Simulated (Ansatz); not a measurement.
AlN (space group P6_3mc, No. 186). Coordinates: the end point of a relaxation with DFT, HSE06, plane waves, PAW (Ansatz 0.2.0).

Space group P6_3mc (No. 186). a = 3.105 Å, b = 3.105 Å, c = 4.968 Å, α = 90.00°, β = 90.00°, γ = 120.00°
```json
{"atom": "Al", "site": "2b", "symmetry": "3m.", "x": "0.3333", "y": "0.6667", "z": "0.9990"}
{"atom": "N", "site": "2b", "symmetry": "3m.", "x": "0.3333", "y": "0.6667", "z": "0.3810"}
```

Describe the stacking along c, with columns A (0, 0), B (1/3, 2/3), C (2/3, 1/3) of the hexagonal mesh.

Al(B) – N(B) – Al(C) – N(C) (four layers in 4.97 Å).

N layers alone: BC, the hexagonal close-packed type.

Al: two tetrahedral sites, counted in one hexagonal cell.

Polytype symbol 2H, the symbol of a tetrahedral polytype (number of double layers in the repeat and lattice).

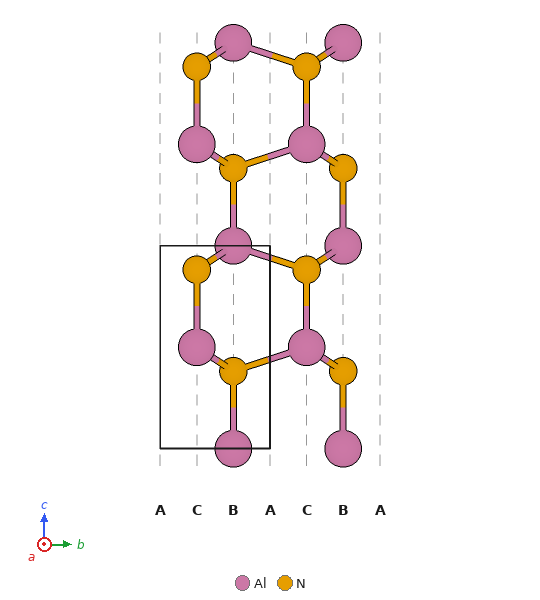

Projection along an edge of the hexagonal mesh, stacking direction c upwards. The dashed lines mark the three columns A (0, 0), B (1/3, 2/3) and C (2/3, 1/3). The sequence starts with the first layer at or above the cell's origin.
